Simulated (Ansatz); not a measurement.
**Run report: NbP, single-point calculation**

NbP (I4₁md, 8 atoms in the cell), computed with DFT, PBE, plane waves, PAW, no spin polarisation (Ansatz 0.2.0).

The structure derives from a Materials Project entry. Figures and captions count atoms from 1; the log counts them from 0 in places.

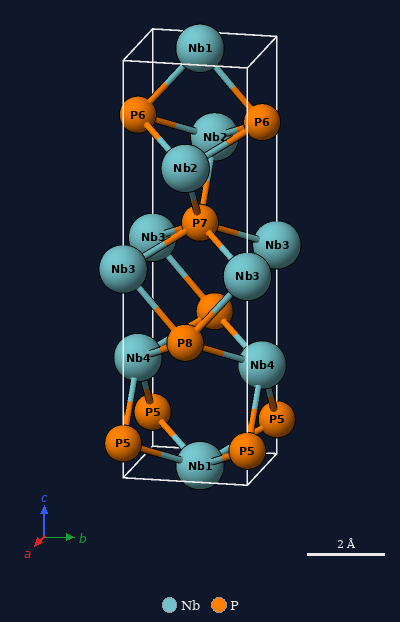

**Figure 1.** The input geometry (ball-and-stick view of the cell of the calculation, seen slightly off an axis; atoms are numbered from 1 in the order of the input). Near neighbours in the crystal (not all of them lie inside the picture): Nb has 6 P at 2.53 to 2.54 Å; P has 6 Nb at 2.53 to 2.54 Å.

Input
```yaml
crystal:
  lattice:
    - [3.3470468453, 0.0, 0.0]
    - [0.0, 3.3470468453, 0.0]
    - [0.0, 0.0, 11.3136848195]
  atoms:
    - { symbol: Nb, position: [0.5, 0.5, 0.0003003701] }
    - { symbol: Nb, position: [0.0, 0.5, 0.7503003701] }
    - { symbol: Nb, position: [0.0, 0.0, 0.5003003701] }
    - { symbol: Nb, position: [0.5, 0.0, 0.2503003701] }
    - { symbol: P, position: [0.0, 0.0, 0.0823282049] }
    - { symbol: P, position: [0.5, 0.0, 0.8323282049] }
    - { symbol: P, position: [0.5, 0.5, 0.5823282049] }
    - { symbol: P, position: [0.0, 0.5, 0.3323282049] }
  symmetry: { detect: false }
basis:
  ecutwfc: 420
  ecutrho_ratio: 4
kpoints:
  mp_grid: { grid: [10, 10, 4] }
hamiltonian:
  xc: pbe
scf:
  occupations: { method: gaussian, width: 0.1 }
output:
  forces: true
  eigenvalues: true
  stress: true
```

Run on 1 thread of AMD EPYC (Zen 3), 128 GiB of memory available, shared host.

Run as:
```bash
ansatz run input.yaml --threads 1 --pin off --max-ram 2560MiB --backend cpu --events-out ev --progress --plain --runs-dir out
```

The program's output
```
Engine: ansatz 0.2.0, x86_64-unknown-linux-gnu
Pseudopotentials: kind: paw
Pseudopotential: Nb, paw, valence charge 13, recommended cutoff 420 eV (normal), Nb.paw.azcp
Pseudopotential: P, paw, valence charge 5, recommended cutoff 420 eV (normal), P.paw.azcp
Functional definition: PBE
  parameter kappa = 0.804
  parameter beta = 0.06672455060314922
  exchange = pbe_x(kappa = kappa, mu = beta*pi^2/3)
  correlation = pbe_c(beta = beta)
Crystal: 8 atoms, lattice volume = 126.744 Å³
Basis set: ecut = 420 eV, 2493 PW (Γ), exchange–correlation on 48×48×160 points (8 copies of the dense FFT grid, shifted against one another)
Bands: 44, of which v1, the nominal top of the filled ones, is band 36 counted from 1 (35 counted from 0)
Symmetry: 1 space group operations
k-points: 204 of 400 (time reversal used)
Non-local potential: Nb, projectors of the file, l = 0: 3, l = 1: 2, l = 2: 2, l = 3: 1
Non-local potential: P, projectors of the file, l = 0: 2, l = 1: 2, l = 2: 2
PAW form: soft (Blöchl's): semilocal exchange-correlation on the pseudo side does not see the compensation charge
PAW one-centre angular grid: Nb, 590 points (default); XC on 64 Gauss nodes
PAW one-centre angular grid: P, 110 points (default); XC on 64 Gauss nodes
Initial density: superposition of atomic densities (neutral atoms: chi_scale 0, normalization atom), corrected by the library's trained network
Initial wavefunctions: pseudopotential atomic-orbital guess
Functional: x = pbe(κ = 0.804, μ = 0.2195149727645171), c = pbe(β = 0.06672455060314922)
SCF iter   1: F=—  HF=-21240.120072 eV  |F-HF|=—  |Δ(HF+E_count)|=         —  Δρ=8.00e-3  dr2=5.47e-2  ethr=1.77e-3  ⟨swp⟩=6.1  Hψ=36984  notcnv=0
preconditioner: auto → Kerker (q_TF=auto, 2.483 Å⁻¹)  [metal: Δε(μ)=0.010 eV  Ē_g=6.587 eV  σ=0.100 eV  W_gap=0.06  n_scr=28 (ndim 8)  ℏωp=20.9 eV  f_vac=0.000  D(μ)=1.90/eV (n_scr^D=4)]
SCF iter   2: F=—  HF=-21240.117915 eV  |F-HF|=—  |Δ(HF+E_count)|=   2.16e-3  Δρ=4.45e-3  dr2=1.55e-2  ethr=7.60e-5  ⟨swp⟩=1.0  Hψ=10614  notcnv=0
SCF iter   3: F=—  HF=-21240.119020 eV  |F-HF|=—  |Δ(HF+E_count)|=   1.11e-3  Δρ=6.73e-4  dr2=4.80e-4  ethr=2.15e-5  ⟨swp⟩=2.0  Hψ=11672  notcnv=0
SCF iter   4: F=—  HF=-21240.119016 eV  |F-HF|=—  |Δ(HF+E_count)|=   4.70e-6  Δρ=1.15e-4  dr2=1.36e-5  ethr=6.67e-7  ⟨swp⟩=2.5  Hψ=14249  notcnv=0
SCF iter   5: F=—  HF=-21240.118996 eV  |F-HF|=—  |Δ(HF+E_count)|=   1.92e-5  Δρ=2.95e-5  dr2=1.37e-6  ethr=1.89e-8  ⟨swp⟩=2.9  Hψ=15631  notcnv=0
SCF iter   6: F=-21240.118996 eV  HF=-21240.118996 eV  |F-HF|=4.13e-9  |Δ(HF+E_count)|=   1.07e-7  Δρ=6.62e-6  dr2=5.38e-8  ethr=1.39e-10  ⟨swp⟩=8.0  Hψ=41101  notcnv=0
SCF 1 converged in 6 iterations: F = -21240.118996 eV  dr2 = 5.38e-8
  greatest PAW one-centre occupation: 0.998 electrons in one spin orbital (limit 2), on the Nb atom at site 1 (counted from 0), in its partial waves of l = 0
```

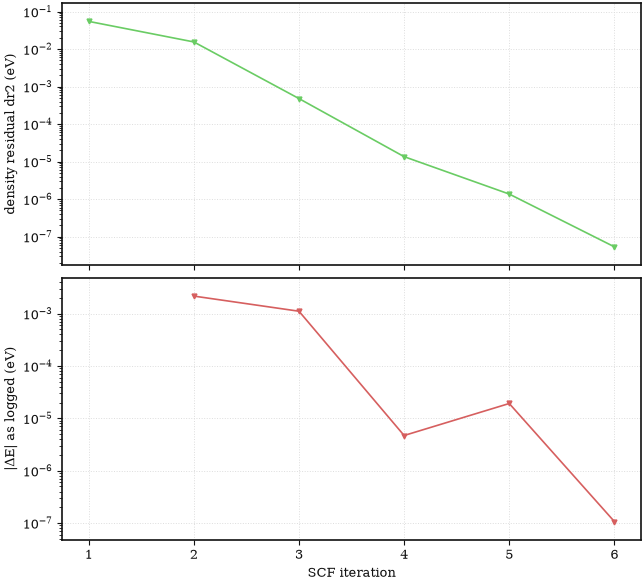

**Figure 2.** Convergence of the self-consistent field: density residual dr2 and size of the energy change against the SCF iteration. The residual falls at every step.

```
SCF converged after 6 iterations
Free energy (F): -21240.118996 eV
Harris-Foulkes:  -21240.118996 eV  (|F-HF|=4.13e-9)
Internal energy: -21240.109215 eV  (E = F + TS)
E sigma→0 (E₀):  -21240.114106 eV
Entropy (-TS):   -0.009782 eV (-1.223 meV/atom)
Fermi energy:    15.145169 eV
--- Per-component energies (eV) ---
  E_band       = -274.068897
  E_kinetic    = 1870.868903
  E_local      = -3413.960909  (includes V_loc(G=0)·N_el)
  E_nonlocal   = 609.814035
  E_hartree    = 1111.575172
  E_xc         = -956.114912
  E_vxc        = -1105.773546  (∫ρ·V_xc dr)
  E_paw        = -14569.887174  (= ΣΔE_a)
  E_vpaw       = -458.161248  (= ΣTr[D̂ρ^β])
  E_aug_tail   = 0.000044  (compensation charges beyond the density's cutoff)
  E_ewald      = -5892.404373
  E_smearing   = -0.009782  (= −TS)
  E_closure    = -0.000000  (closes the sum)
  Σ components = -21240.118996   (vs F -21240.118996, Δ=0.00e0)
--- Forces (eV/Å), atoms counted from 1 ---
  atom   1  Nb     0.00000000    -0.00000007    -0.00710294
  atom   2  Nb     0.00000003    -0.00000003    -0.00710350
  atom   3  Nb    -0.00000001     0.00000005    -0.00710338
  atom   4  Nb     0.00000003    -0.00000000    -0.00710328
  atom   5  P     -0.00000008    -0.00000002     0.00710489
  atom   6  P     -0.00000002     0.00000021     0.00710429
  atom   7  P     -0.00000002     0.00000002     0.00710494
  atom   8  P     -0.00000003    -0.00000006     0.00710406
  max |Σ_I F_I| component: 5.08e-6 eV/Å
--- Stress (GPa, compression-positive) ---
        1.245840      -0.000000      -0.000000
       -0.000000       1.245844       0.000000
       -0.000000       0.000000       2.826042
  P = ⅓ Tr σ = 1.7726 GPa (17.726 kbar)
--- Band table (eV; the first three rows and the last of 204) ---
  k-point 0: bands = ["-39.7332", "-39.7121", "-39.7121", "-39.6908", "-16.0276", "-15.8304", "-15.8304", "-15.8210", "-15.8210", "-15.8206", "-15.8206", "-15.6703", "-15.6703", "-15.6602", "-15.6602", "-15.6068", "2.3422", "3.3586", "3.3586", "4.8468", "8.9340", "11.1506", "11.1506", "12.1043", "12.3837", "12.3837", "12.4299", "12.4299", "12.8548", "12.8548", "12.9981", "13.4775", "13.7621", "13.7621", "14.5753", "14.5753", "15.9160", "16.3004", "16.3004", "16.7423", "17.5259", "17.5259", "17.8958", "18.2842"]
  k-point 1: bands = ["-39.7316", "-39.7202", "-39.7040", "-39.6924", "-16.0121", "-15.9009", "-15.8291", "-15.8291", "-15.8221", "-15.8221", "-15.7399", "-15.6688", "-15.6688", "-15.6616", "-15.6616", "-15.6234", "2.4119", "2.9401", "3.8347", "4.6932", "9.1423", "10.4077", "11.6787", "12.0515", "12.4323", "12.4323", "12.4904", "12.6584", "12.7505", "12.7505", "12.9033", "13.3937", "13.9093", "13.9093", "14.4676", "14.4676", "15.9436", "16.1475", "16.4616", "16.7061", "17.6317", "17.6317", "18.0962", "18.1569"]
  k-point 2: bands = ["-39.7271", "-39.7271", "-39.6971", "-39.6971", "-15.9678", "-15.9678", "-15.8257", "-15.8257", "-15.8257", "-15.8257", "-15.6703", "-15.6703", "-15.6651", "-15.6651", "-15.6651", "-15.6651", "2.6162", "2.6162", "4.3111", "4.3111", "9.6847", "9.6847", "11.9179", "11.9179", "12.5684", "12.5684", "12.5684", "12.5684", "12.6897", "12.6897", "13.0961", "13.0961", "14.2037", "14.2037", "14.2037", "14.2037", "16.0237", "16.0237", "16.6057", "16.6057", "17.8860", "17.8860", "17.8860", "17.8860"]
  k-point 203: bands = ["-39.6777", "-39.6777", "-39.6777", "-39.6777", "-16.0710", "-16.0710", "-16.0710", "-16.0710", "-15.8959", "-15.8959", "-15.8959", "-15.8959", "-15.7170", "-15.7170", "-15.7170", "-15.7170", "4.8515", "4.8515", "4.8515", "4.8515", "10.0196", "10.0196", "10.0196", "10.0196", "10.5712", "10.5712", "10.5712", "10.5712", "12.2834", "12.2834", "12.2834", "12.2834", "14.7089", "14.7089", "14.7089", "14.7089", "18.1304", "18.1304", "18.1304", "18.1304", "18.2459", "18.2459", "18.2459", "18.2459"]
```

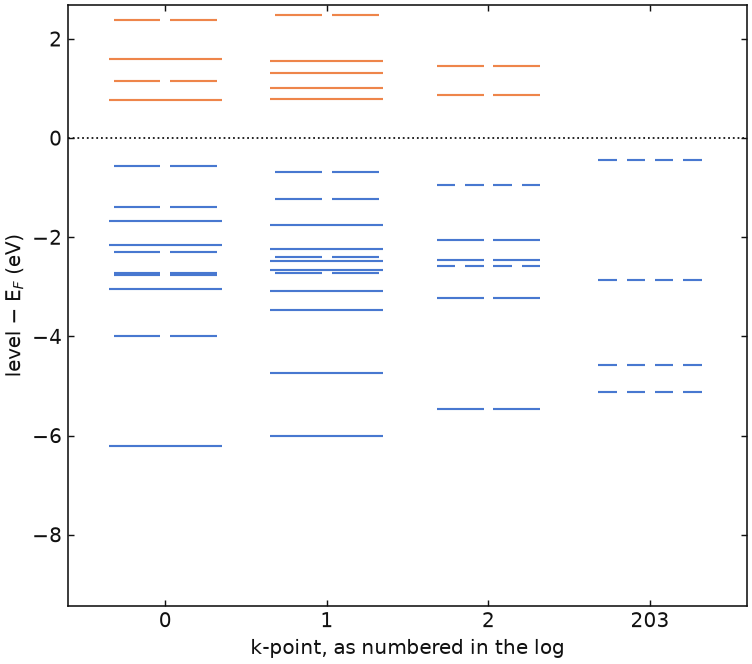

**Figure 3.** Kohn–Sham levels near the Fermi level (dotted) at the few k-points that the log prints; levels within 0.02 eV of each other stand side by side. The system is metallic on the full mesh.

Key numbers

```csv
quantity,value
outcome,converged
space group (tolerance 0.01 Å),I4₁md (109)
electrons treated,72
free energy,−21240.1190 eV
Fermi energy,15.145 eV
gap on the k-point mesh,none (metallic)
pressure,1.77 GPa
largest force (length of the vector),0.007 eV/Å
wall time,1.7 min
peak memory,0.97 GiB
```

Notes

Settings chosen away from the usual ones: basis.ecutrho_ratio set to 4; crystal.symmetry set to {"detect": false}.
